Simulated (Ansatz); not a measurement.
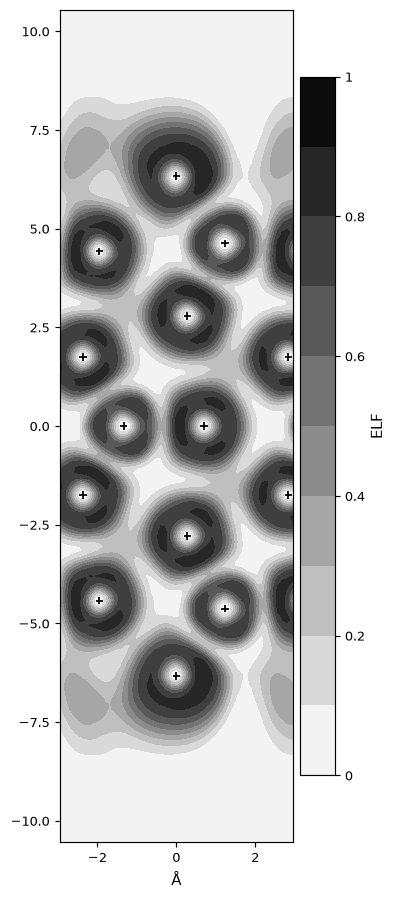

The ELF on a plane through atoms (crosses mark nuclei in the plane).

The calculation used Ansatz 0.2.0, DFT r2SCAN, scalar-relativistic, plane waves, PAW.

Candidates:
A. Ti4Al5 (slab), a = 2.82 Å, b = 4.08 Å, c = 26.29 Å, α = 90.00°, β = 90.00°, γ = 90.00°. Not relaxed (largest force 0.6 eV/Å); computed without spin polarisation.
B. TaN (slab), a = 2.91 Å, b = 5.20 Å, c = 27.54 Å, α = 90.00°, β = 90.00°, γ = 90.00°. 

### Which candidate gave the map?

Candidate B: TaN on the (100) plane of the calculation cell, a cut from vacuum to vacuum, which holds N and Ta. Ta–N (2.03 Å): the ELF peaks at about 0.85 in the valence shell of N, 0.6 Å from its nucleus, and is about 0.30 at the midpoint. Ta–N (2.07 Å): the ELF peaks at about 0.85 in the valence shell of N, 0.6 Å from its nucleus, and is about 0.30 at the midpoint (no localised pair shows between them).
